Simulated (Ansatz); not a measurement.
## Run report: Ge, single-point calculation (part 2 of 2)

The same run, continued: Ge (P6₃/mmc, 48 atoms in the cell); DFT PBE, scalar-relativistic, plane waves, PAW, no spin polarisation (Ansatz 0.2.0); cutoff 420 eV, 2×2×2 k-mesh, Gaussian smearing of 0.05 eV. The structure derives from a Materials Project entry.

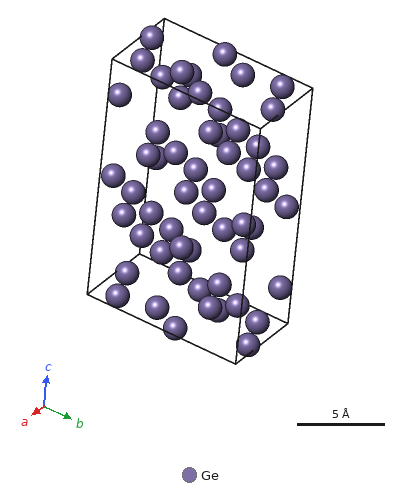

**Figure 1.** The input geometry (spheres-only view of the cell of the calculation, seen slightly off an axis). An atom can appear more than once, as a periodic image.

Output, continued:
```
  atom  48  Ge     0.01421914    -0.00820942    -0.03752601
  max |Σ_I F_I| component: 5.20e-16 eV/Å
--- Band table (eV; the first three rows and the last of 5) ---
  k-point 0: bands = ["-16.3908", "-16.3908", "-16.3818", "-16.3818", "-16.3782", "-16.3782", "-16.3769", "-16.3750", "-16.3746", "-16.3746", ... 179 levels left out ..., "-16.0942", "-16.0926", "-16.0915", "-16.0739", "-16.0735", "-16.0578", "-16.0578", "-16.0560", "-16.0558", "-16.0558", "-16.0503", "-16.0503", "-16.0503", "-16.0503", "-16.0503", "-16.0503", "-16.0503", "-16.0503", "-16.0461", "-16.0461", "-16.0461", "-16.0461", "-16.0447", "-16.0434", "-16.0406", "-16.0406", "-16.0406", "-16.0406", "-16.0403",
      "-16.0403", "-16.0403", "-16.0403", "-16.0403", "-16.0403", "-16.0403", "-16.0403", "-16.0348", "-16.0321", "-16.0321", "-16.0287", "-16.0261", "-16.0261", "-16.0259", "-16.0259", "-16.0249", "-16.0249", "-16.0225", "-16.0218", "-16.0218", "-16.0128", "-16.0128", "-4.2593", "-3.3819", "-3.3819", "-2.6646", "-2.6646", "-2.6646", "-2.6646", "-2.6646", "-2.6646", "-2.6646", "-2.6646", "-2.2842", "-2.2219", "-1.6525", "-1.6525", "-1.6525", "-1.6525", "-1.3645",
      "-1.3645", "-1.3635", "-1.3635", "-1.3037", "-1.3037", "-0.6373", "-0.1160", "0.6346", "0.6346", "0.6497", "0.6497", "0.6497", "0.6497", "0.9117", "0.9249", "0.9249", "0.9266", "0.9266", "1.7693", "2.4081", "2.4081", "2.4081", "2.4081", "2.4081", "2.4081", "2.4081", "2.4081", "3.5435", "3.5435", "3.9451", "4.0124", "4.0124", "4.1273", "4.1273", "5.0564", "5.0564", "5.0570", "5.0570", "5.2272", "5.2272",
      "5.3185", "5.3185", "5.4504", "5.7124", "5.8066", "5.8066", "5.8066", "5.8066", "5.8066", "5.8066", "5.8066", "5.8066", "5.9461", "5.9461", "5.9461", "5.9461", "5.9461", "5.9461", "5.9461", "5.9461", "5.9715", "5.9715", "5.9715", "5.9715", "6.1060", "6.1060", "6.1060", "6.1060", "6.9731", "6.9731", "7.0339", "7.0361", "7.0676", "7.0749", "7.0749", "8.3589", "8.4355", "8.5062", "8.6296", "8.6321",
      "9.0513", "9.0513", "9.0513", "9.0513", "9.0554", "10.0028", "10.0028", "10.1641", "10.6340", "10.6340", "10.6340", "10.6340", "10.7413", "10.7413", "10.7779", "10.7783", "10.8028", "10.8028", "10.8028", "10.8028", "10.8028", "10.8028", "10.8028", "10.8028", "10.8989", "10.8989", "11.2647", "11.3040", "11.3040", "11.7389", "11.7389", "11.7389", "11.7389", "11.7389", "11.7389", "11.7389", "11.7389", "11.9473", "11.9473", "12.0858",
      "12.2224", "12.8328", "12.9506", "12.9506", "13.0546", "13.0546", "13.0546", "13.0546", "13.0546", "13.0546", "13.0546"]
  k-point 1: bands = ["-16.3864", "-16.3864", "-16.3847", "-16.3847", "-16.3796", "-16.3796", "-16.3766", "-16.3766", "-16.3751", "-16.3751", ... 179 levels left out ..., "-16.0903", "-16.0814", "-16.0814", "-16.0784", "-16.0784", "-16.0691", "-16.0691", "-16.0488", "-16.0488", "-16.0488", "-16.0488", "-16.0475", "-16.0475", "-16.0475", "-16.0475", "-16.0475", "-16.0475", "-16.0475", "-16.0475", "-16.0474", "-16.0474", "-16.0474", "-16.0474", "-16.0413", "-16.0413", "-16.0398", "-16.0398", "-16.0385", "-16.0385",
      "-16.0385", "-16.0385", "-16.0385", "-16.0385", "-16.0385", "-16.0385", "-16.0377", "-16.0377", "-16.0362", "-16.0362", "-16.0321", "-16.0321", "-16.0318", "-16.0318", "-16.0231", "-16.0231", "-16.0213", "-16.0213", "-16.0193", "-16.0193", "-16.0165", "-16.0165", "-4.0345", "-4.0345", "-2.8749", "-2.8749", "-2.8749", "-2.8749", "-2.3970", "-2.3970", "-2.1016", "-2.1016", "-2.1016", "-2.1016", "-2.1016", "-2.1016", "-2.1016", "-2.1016", "-2.0492", "-2.0492",
      "-1.9883", "-1.9883", "-0.7663", "-0.7663", "-0.3350", "-0.3350", "-0.2440", "-0.2440", "0.1443", "0.1443", "0.9280", "0.9280", "1.3748", "1.3748", "1.3748", "1.3748", "1.3748", "1.3748", "1.3748", "1.3748", "1.6287", "1.6287", "2.2211", "2.2211", "2.7412", "2.7412", "2.7412", "2.7412", "3.9117", "3.9117", "4.0451", "4.0451", "4.2907", "4.2907", "4.7414", "4.7414", "5.3700", "5.3700", "5.5878", "5.5878",
      "5.6522", "5.6522", "5.6522", "5.6522", "5.6522", "5.6522", "5.6522", "5.6522", "5.6871", "5.6871", "5.6871", "5.6871", "5.8396", "5.8396", "5.9883", "5.9883", "5.9926", "5.9926", "6.1181", "6.1181", "6.1181", "6.1181", "6.1181", "6.1181", "6.1181", "6.1181", "6.2273", "6.2273", "6.4970", "6.4970", "6.7227", "6.7227", "6.7227", "6.7227", "7.9740", "7.9740", "8.1326", "8.1326", "9.6423", "9.6423",
      "9.6423", "9.6423", "9.6423", "9.6423", "9.6423", "9.6423", "9.8194", "9.8194", "9.8461", "9.8461", "9.8461", "9.8461", "10.0338", "10.0338", "10.4762", "10.4762", "10.6201", "10.6201", "10.7519", "10.7519", "10.8351", "10.8351", "11.2362", "11.2362", "11.2362", "11.2362", "11.2362", "11.2362", "11.2362", "11.2362", "11.5716", "11.5716", "11.6968", "11.6968", "11.9389", "11.9389", "11.9457", "11.9457", "12.0341", "12.0341",
      "12.0341", "12.0341", "12.3363", "12.3363", "12.4977", "12.4977", "12.9927", "12.9927", "13.4462", "13.4462", "13.5294"]
  k-point 2: bands = ["-16.3838", "-16.3838", "-16.3814", "-16.3814", "-16.3758", "-16.3758", "-16.3756", "-16.3756", "-16.3756", "-16.3756", ... 179 levels left out ..., "-16.0792", "-16.0776", "-16.0776", "-16.0728", "-16.0728", "-16.0662", "-16.0662", "-16.0624", "-16.0624", "-16.0600", "-16.0600", "-16.0503", "-16.0503", "-16.0502", "-16.0502", "-16.0479", "-16.0479", "-16.0479", "-16.0479", "-16.0439", "-16.0439", "-16.0414", "-16.0414", "-16.0403", "-16.0403", "-16.0374", "-16.0374", "-16.0369", "-16.0369",
      "-16.0367", "-16.0367", "-16.0362", "-16.0362", "-16.0319", "-16.0319", "-16.0312", "-16.0312", "-16.0308", "-16.0308", "-16.0299", "-16.0299", "-16.0297", "-16.0297", "-16.0272", "-16.0272", "-16.0271", "-16.0271", "-16.0219", "-16.0219", "-16.0205", "-16.0205", "-3.8480", "-3.8480", "-3.4117", "-3.4117", "-2.6165", "-2.6165", "-2.6161", "-2.6161", "-2.5155", "-2.5155", "-2.2275", "-2.2275", "-2.0804", "-2.0804", "-1.8916", "-1.8916", "-1.3278", "-1.3278",
      "-1.3274", "-1.3274", "-1.0303", "-1.0303", "-0.9604", "-0.9604", "0.1798", "0.1798", "0.3451", "0.3451", "0.5826", "0.5826", "0.5833", "0.5833", "1.2331", "1.2331", "1.5025", "1.5025", "1.7829", "1.7829", "1.7876", "1.7876", "2.2076", "2.2076", "2.2091", "2.2091", "3.8783", "3.8783", "4.2452", "4.2452", "4.2613", "4.2613", "4.4297", "4.4297", "4.4306", "4.4306", "4.5572", "4.5572", "4.9102", "4.9102",
      "5.2224", "5.2224", "5.2687", "5.2687", "5.4352", "5.4352", "5.4360", "5.4360", "5.4550", "5.4550", "5.5973", "5.5973", "5.6008", "5.6008", "6.1722", "6.1722", "6.2472", "6.2472", "6.4534", "6.4534", "6.4545", "6.4545", "6.4747", "6.4747", "6.6757", "6.6757", "6.6939", "6.6939", "6.6943", "6.6943", "7.0655", "7.0655", "7.3489", "7.3489", "7.3870", "7.3870", "7.7769", "7.7769", "9.1464", "9.1464",
      "9.3451", "9.3451", "9.3454", "9.3454", "10.0150", "10.0150", "10.1263", "10.1263", "10.1284", "10.1284", "10.1291", "10.1291", "10.2497", "10.2497", "10.2579", "10.2579", "10.3723", "10.3723", "10.8573", "10.8573", "11.1876", "11.1876", "11.2539", "11.2539", "11.3409", "11.3409", "11.4129", "11.4129", "11.4138", "11.4138", "11.5818", "11.5818", "11.9284", "11.9284", "11.9800", "11.9800", "11.9955", "11.9955", "12.0148", "12.0148",
      "12.3240", "12.3240", "12.3245", "12.3245", "12.4797", "12.4797", "12.5349", "12.5349", "12.5996", "12.5996", "12.8525"]
  k-point 4: bands = ["-16.3813", "-16.3813", "-16.3813", "-16.3813", "-16.3811", "-16.3811", "-16.3811", "-16.3811", "-16.3790", "-16.3790", ... 179 levels left out ..., "-16.0955", "-16.0955", "-16.0955", "-16.0584", "-16.0584", "-16.0584", "-16.0584", "-16.0580", "-16.0580", "-16.0571", "-16.0571", "-16.0555", "-16.0555", "-16.0555", "-16.0555", "-16.0554", "-16.0554", "-16.0508", "-16.0508", "-16.0508", "-16.0508", "-16.0456", "-16.0456", "-16.0456", "-16.0456", "-16.0456", "-16.0456", "-16.0413", "-16.0413",
      "-16.0396", "-16.0396", "-16.0396", "-16.0396", "-16.0353", "-16.0353", "-16.0278", "-16.0278", "-16.0258", "-16.0258", "-16.0258", "-16.0258", "-16.0229", "-16.0229", "-16.0224", "-16.0224", "-16.0224", "-16.0224", "-16.0211", "-16.0211", "-16.0211", "-16.0211", "-3.5303", "-3.5303", "-3.3821", "-3.3821", "-3.3821", "-3.3821", "-2.6644", "-2.6644", "-2.6644", "-2.6644", "-2.2834", "-2.2834", "-1.6533", "-1.6533", "-1.3038", "-1.3038", "-1.3038", "-1.3038",
      "-1.1588", "-1.1588", "-1.1588", "-1.1588", "-0.6385", "-0.6385", "-0.1147", "-0.1147", "0.3573", "0.3573", "0.3573", "0.3573", "0.6348", "0.6348", "0.6348", "0.6348", "0.6511", "0.6511", "1.7670", "1.7670", "2.4075", "2.4075", "2.4075", "2.4075", "3.7110", "3.7110", "3.9439", "3.9439", "4.0136", "4.0136", "4.0136", "4.0136", "4.1284", "4.1284", "4.1284", "4.1284", "4.2400", "4.2400", "4.2400", "4.2400",
      "5.2266", "5.2266", "5.2266", "5.2266", "5.4514", "5.4514", "5.7126", "5.7126", "5.8057", "5.8057", "5.8057", "5.8057", "5.9475", "5.9475", "5.9475", "5.9475", "5.9720", "5.9720", "6.1049", "6.1049", "6.4952", "6.4952", "6.4952", "6.4952", "6.9718", "6.9718", "6.9718", "6.9718", "7.0687", "7.0687", "7.0740", "7.0740", "7.0740", "7.0740", "7.6568", "7.6568", "7.6591", "7.6591", "9.0514", "9.0514",
      "9.0565", "9.0565", "9.2048", "9.2048", "9.7697", "9.7697", "9.7697", "9.7697", "10.1644", "10.1644", "10.6332", "10.6332", "10.7403", "10.7403", "10.7403", "10.7403", "10.8029", "10.8029", "10.8029", "10.8029", "10.8994", "10.8994", "10.8994", "10.8994", "11.3047", "11.3047", "11.3047", "11.3047", "11.7396", "11.7396", "11.7396", "11.7396", "11.8793", "11.8793", "11.8794", "11.8794", "11.9475", "11.9475", "11.9475", "11.9475",
      "12.0849", "12.0849", "12.2234", "12.2234", "12.6477", "12.6477", "12.6477", "12.6477", "12.8339", "12.8339", "12.9498"]
```
